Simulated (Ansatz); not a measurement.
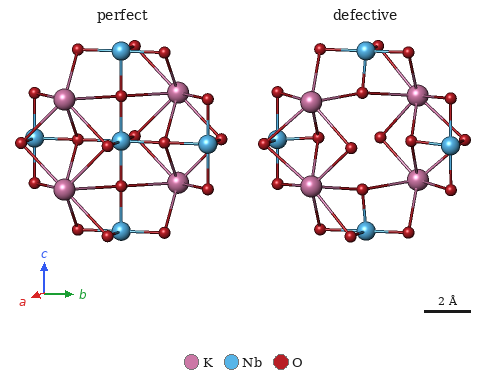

Left: perfect KNbO3. Right: the same region with one point defect, after relaxing the atoms in a supercell of 40 sites. Style: ball-and-stick. Shown: the atoms within 4.6 Å of one point, in a slice 4.2 Å thick across the line of sight, slightly off an axis.

All numbers below come from DFT, PBEsol, PAW, plane waves in Ansatz 0.2.0. Set-up: plane-wave cutoff 420 eV; k-point mesh 1 × 1 × 1; mesh shifted by (0.25, 0.25, 0.25); collinear spin. Fermi-Dirac smearing of 0.01 eV. A uniform background neutralises the charged cell. The axes drawn are those of the host's conventional cell.

What kind of defect was made?

A niobium atom is taken out (a vacancy).

The charge state of the cell is −4.

How does the lattice respond?

Around the empty Nb site the host had 6 O at 1.99 Å; after relaxation the nearest atoms are 6 O at 2.13 to 2.15 Å. Of the host's atoms, a potassium atom moves furthest from its site, by 0.27 Å. The cell's net moment is 1.00 μB.

Limits of the set-up: the periodic images lie only 8.0 Å apart, so the values are limited by the cell's size; the cell is charged, on a uniform background, and energies carry no finite-size correction.
